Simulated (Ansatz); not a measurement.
```
Cu
1.0
     2.95106    0.00000    0.00000
     0.00000    2.95106    0.00000
     0.00000    0.00000    2.75911
Cu
2
Direct
  0.00000 0.00000 0.00000
  0.50000 0.50000 0.50000
```

Space group I4/mmm; a structure from a database of computed crystals, not necessarily the ambient phase; computed without spin polarisation.

The calculation used DFT HSE06, scalar-relativistic, plane waves, PAW (Ansatz).

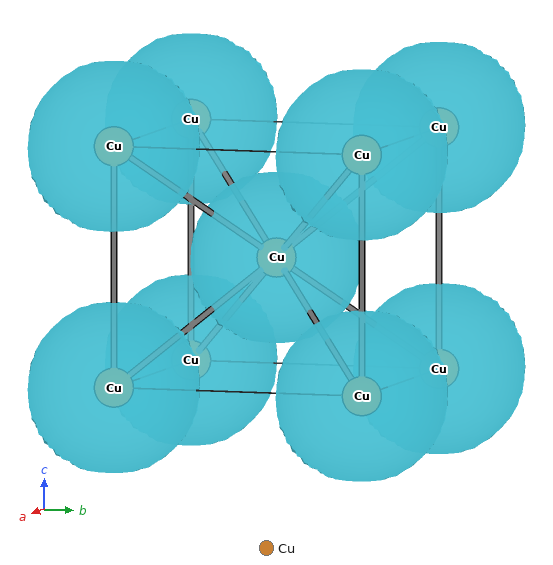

Cu. Isosurface of the valence charge density (pseudo) at 0.4 e/Å³ (cyan), seen slightly off an axis. Sticks mark near contacts.

**How is the density connected at this value?**

At this value the density breaks into separate islands; it holds about 90 % of the electrons treated as valence (semicore included). It bridges none of the near contacts. It is pinched off along the shortest Cu–Cu (2.50 Å) and Cu–Cu (2.76 Å) contacts. On the grid the lowest density along these lines, outside the cores, is 0.27 e/Å³ (Cu–Cu, 2.50 Å) and 0.21 e/Å³ (Cu–Cu, 2.76 Å).
